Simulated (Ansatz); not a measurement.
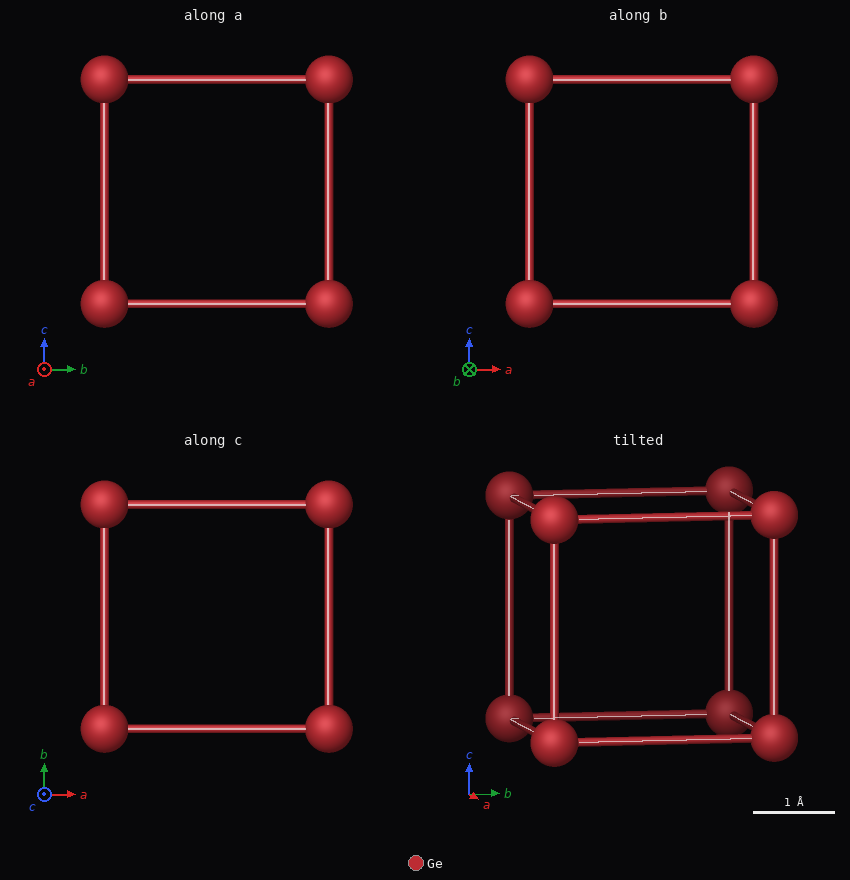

Ball-and-stick drawing of the structure, looking along the a axis, along the b axis, along the c axis and slightly off an axis. The lines enclose the conventional unit cell; boundary atoms appear with their images.

Lattice parameters: a = 2.797 Å, b = 2.797 Å, c = 2.797 Å, α = 90.00°, β = 90.00°, γ = 90.00°. Put a along x and b in the xy plane.

Q: From the views, write a POSCAR file.

A:
```
Ge
1.0
     2.797    0.000    0.000
     0.000    2.797    0.000
     0.000    0.000    2.797
Ge
1
Direct
  0.0000 0.0000 0.0000
```

It goes back to a structure type filled with this element by a generator (whether the element takes this form wasn't checked). Earlier steps of the study may have refined or changed the cell and positions. An electronic-structure calculation with Ansatz was run on it.
